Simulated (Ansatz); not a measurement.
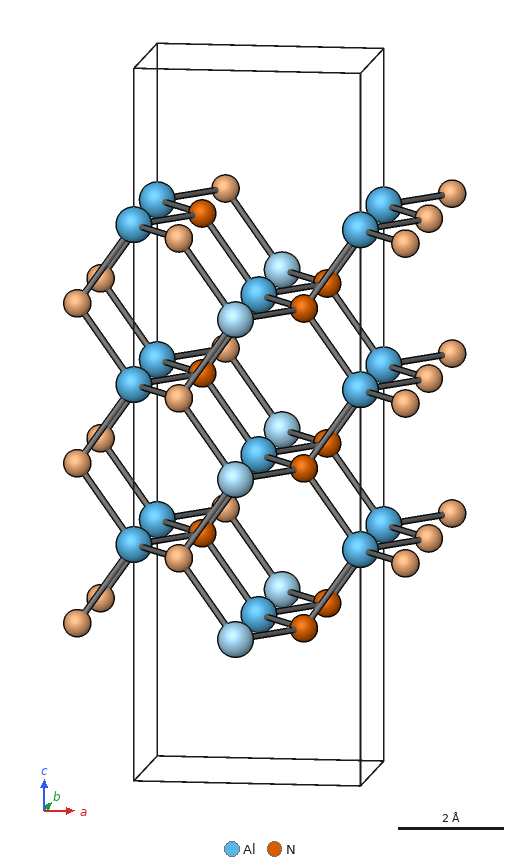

This ball-and-stick model is shown from the side at a slight tilt. Atoms at the boundary of the simulation cell (the box) are drawn once for each face, edge or corner they touch. Bonds that leave the box are completed with the atoms at their other ends, in fainter colours.

AlN, a = 4.37 Å, b = 3.09 Å, c = 13.77 Å, α = 90.00°, β = 90.00°, γ = 90.00°.

All computed values are from Ansatz 0.2.0, DFT r2SCAN, scalar-relativistic, plane waves, PAW. Settings: plane waves up to 500 eV, a 5×7×3 sampling of the Brillouin zone, Gaussian smearing of 0.05 eV, no spin polarisation.

### Classify it as metallic or gapped, with the value.

A semiconductor at this level, with a gap of 1.77 eV on the k-mesh (the true edges may lie between mesh points, so the gap can be somewhat smaller).

The structure was taken from a structure listed in the Materials Project. The cell was then strained or its atoms displaced on purpose. It went into a calculation with Ansatz.

At this level of theory the run's own cell isn't at rest (stretched, at -4 GPa and forces up to 3.3 eV/Å), so its distances can differ from those at equilibrium, the more so the softer the solid.
